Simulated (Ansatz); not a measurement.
## Single-point calculation, with input and output: Ti

Ti (1 atom in the cell), computed with DFT r2SCAN, scalar-relativistic, plane waves, PAW, no spin polarisation (Ansatz 0.2.0).

The structure derives from an entry of the Crystallography Open Database. It belongs to a series of runs on one base structure; here: volume × 0.91.

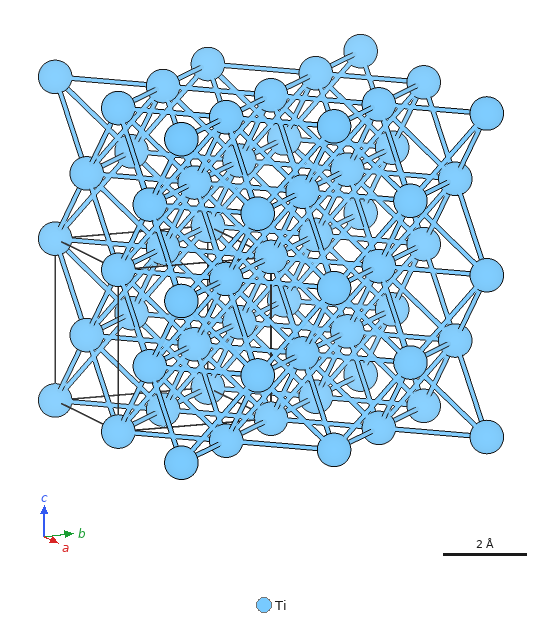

The structure (ball-and-stick view of the cell 4 times as large as that of the calculation, set on its symmetry axes, repeated 2 × 2 × 2, seen slightly off an axis).

Summary:

- outcome: converged
- space group (tolerance 0.01 Å): Fm-3m (225)
- electrons treated: 12
- free energy: −2504.2466 eV
- Fermi energy: 14.820 eV
- gap on the k-point mesh: none (metallic)
- pressure: 12.24 GPa
- largest force (length of the vector): under 0.001 eV/Å
- hardware: 1 thread of Intel Xeon (Sapphire Rapids), 192 GiB of memory available, shared host
- wall time: 3.1 s
- peak memory: 0.42 GiB

Notes:

The cell is under a pressure of 12.2 GPa at this level, so it is not at its equilibrium volume.

Input file:
```yaml
crystal:
  lattice:
    - [0.0, 1.9915490059, 1.9915490059]
    - [1.9915490059, 0.0, 1.9915490059]
    - [1.9915490059, 1.9915490059, 0.0]
  atoms:
    - { symbol: Ti, position: [0.0, 0.0, 0.0] }
basis:
  ecutwfc: 500
kpoints:
  mp_grid: { grid: [18, 18, 18] }
hamiltonian:
  xc: r2scan
scf:
  occupations: { method: gaussian, width: 0.1 }
output:
  forces: true
  stress: true
  eigenvalues: true
```

Run as:
```bash
ansatz run input.yaml --threads 1 --pin off --max-ram 2560MiB --backend cpu --events-out ev --progress --plain --runs-dir out
```

The program's output:
```
Engine: ansatz 0.2.0, x86_64-unknown-linux-gnu
Pseudopotentials: kind: paw
Pseudopotential: Ti, paw, valence charge 12, recommended cutoff 500 eV (meta_gga), Ti.paw.azcp
Functional definition: r2SCAN
  parameter k0 = 0.174
  parameter k1 = 0.065
  parameter a1 = 4.9479
  exchange = r2scan_x(k0 = k0, k1 = k1, a1 = a1)
  correlation = r2scan_c
Crystal: 1 atoms, lattice volume = 15.798 Å³
Basis set: ecut = 500 eV, 411 PW (Γ), exchange–correlation on 96×96×96 points (64 copies of the dense FFT grid, shifted against one another)
Bands: 10, of which v1, the nominal top of the filled ones, is band 6 counted from 1 (5 counted from 0)
Symmetry: 48 space group operations
Space group: Fm-3m (ITA 225), of the structure as read, at distance tolerance 2.5e-5 Å
k-points: 195 of 5832
Non-local potential: Ti, projectors of the file, l = 0: 3, l = 1: 2, l = 2: 3, l = 3: 1
PAW form: soft (Blöchl's): semilocal exchange-correlation on the pseudo side does not see the compensation charge
PAW frozen core: Ti, regenerated for the run's functional (the file was generated under x = pbe(κ = 0.804, μ = 0.2195149727645171), c = pbe(β = 0.06672455060314922))
PAW one-centre angular grid: Ti, 590 points (default); XC on 160 Gauss nodes
Initial density: superposition of atomic densities (neutral atoms: chi_scale 0, normalization atom), corrected by the library's trained network
Initial wavefunctions: pseudopotential atomic-orbital guess
Functional: x = r2scan, c = r2scan; τ floored in thin density (d = 2e-4 eV/Å³)
SCF iter   1: F=—  HF=-2504.213535 eV  |F-HF|=—  |Δ(HF+E_count)|=         —  Δρ=1.42e-2  dr2=2.76e-2  dr2_τ=1.14e-2  ethr=1.77e-3  ⟨swp⟩=4.5  Hψ=10533  notcnv=0
preconditioner: auto → none  [metal: Δε(μ)=0.002 eV  Ē_g=4.928 eV  σ=0.100 eV  W_gap=0.01  n_scr=0 (ndim 8)  ℏωp=18.7 eV  f_vac=0.000  D(μ)=1.44/eV (n_scr^D=14)]
SCF iter   2: F=—  HF=-2504.246069 eV  |F-HF|=—  |Δ(HF+E_count)|=   3.25e-2  Δρ=4.21e-3  dr2=1.53e-3  dr2_τ=5.96e-4  ethr=2.30e-4  ⟨swp⟩=2.7  Hψ=5252  notcnv=0  defer=12
SCF iter   3: F=—  HF=-2504.246138 eV  |F-HF|=—  |Δ(HF+E_count)|=   6.92e-5  Δρ=1.79e-3  dr2=1.61e-4  dr2_τ=6.37e-5  ethr=1.27e-5  ⟨swp⟩=2.9  Hψ=3100  notcnv=0  defer=12
SCF iter   4: F=—  HF=-2504.246596 eV  |F-HF|=—  |Δ(HF+E_count)|=   4.58e-4  Δρ=1.21e-4  dr2=9.64e-7  dr2_τ=3.89e-7  ethr=1.34e-6  ⟨swp⟩=2.0  Hψ=3104  notcnv=0  defer=12
SCF iter   5: F=—  HF=-2504.246601 eV  |F-HF|=—  |Δ(HF+E_count)|=   5.44e-6  Δρ=2.99e-5  dr2=7.67e-8  dr2_τ=8.34e-9  ethr=8.03e-9  ⟨swp⟩=2.1  Hψ=2954  notcnv=0  defer=12
SCF iter   6: F=-2504.246601 eV  HF=-2504.246601 eV  |F-HF|=9.87e-9  |Δ(HF+E_count)|=   1.09e-7  Δρ=8.25e-6  dr2=6.77e-9  dr2_τ=6.76e-10  ethr=6.39e-10  ⟨swp⟩=2.2  Hψ=7132  notcnv=0
SCF 1 converged in 6 iterations: F = -2504.246601 eV  dr2 = 6.77e-9
  greatest PAW one-centre occupation: 1.000 electrons in one spin orbital (limit 2), on the Ti atom at site 0 (counted from 0), in its partial waves of l = 1
SCF converged after 6 iterations
Free energy (F): -2504.246601 eV
Harris-Foulkes:  -2504.246601 eV  (|F-HF|=9.87e-9)
Internal energy: -2504.239247 eV  (E = F + TS)
E sigma→0 (E₀):  -2504.242924 eV
Entropy (-TS):   -0.007354 eV (-7.354 meV/atom)
Fermi energy:    14.820193 eV
--- Per-component energies (eV) ---
  E_band       = -150.459331
  E_kinetic    = 275.268215
  E_local      = -757.587974  (includes V_loc(G=0)·N_el)
  E_nonlocal   = 7.674359
  E_hartree    = 314.922964
  E_xc         = -93.609710
  E_vxc        = -133.919077  (∫ρ·V_xc dr)
  E_paw        = -1057.244007  (= ΣΔE_a)
  E_vpaw       = -180.974671  (= ΣTr[D̂ρ^β])
  E_aug_tail   = 0.000104  (compensation charges beyond the density's cutoff)
  E_vtau       = 9.236348  (kinetic-family band-sum trace: ∫τ·v_τ [+ j·A + Jᵃ·Aᵃ] dr)
  E_ewald      = -1193.409741
  E_core_change = -0.253457  (= ΣΔE_core)
  E_smearing   = -0.007354  (= −TS)
  E_closure    = 0.000000  (closes the sum)
  Σ components = -2504.246601   (vs F -2504.246601, Δ=0.00e0)
--- Forces (eV/Å), atoms counted from 1 ---
  atom   1  Ti    -0.00000000     0.00000000    -0.00000000
  max |Σ_I F_I| component: 5.34e-32 eV/Å
--- Stress (GPa, compression-positive) ---
       12.237517      -0.000000      -0.000000
        0.000000      12.237517       0.000000
       -0.000000       0.000000      12.237517
  P = ⅓ Tr σ = 12.2375 GPa (122.375 kbar)
--- Band table (eV; the first three rows and the last of 195) ---
  k-point 0: bands = ["-44.0737", "-18.7427", "-18.7427", "-18.7427", "8.1272", "15.8758", "15.8758", "15.8758", "17.9043", "17.9043"]
  k-point 1: bands = ["-44.0681", "-18.7725", "-18.7463", "-18.7463", "8.2417", "15.7976", "15.9184", "15.9184", "17.8741", "17.8741"]
  k-point 2: bands = ["-44.0520", "-18.8578", "-18.7565", "-18.7565", "8.5766", "15.5852", "16.0301", "16.0301", "17.8046", "17.8046"]
  k-point 194: bands = ["-43.8243", "-19.3951", "-19.2992", "-19.0827", "12.9564", "14.0356", "14.7283", "17.4905", "19.3734", "23.8469"]
```

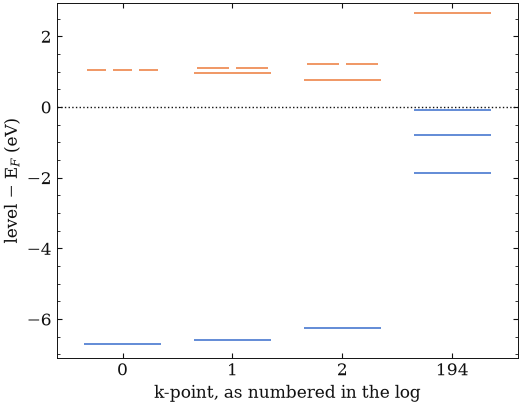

Kohn–Sham levels near the Fermi level (dotted) at the few k-points that the log prints; levels within 0.02 eV of each other stand side by side. The system is metallic on the full mesh.
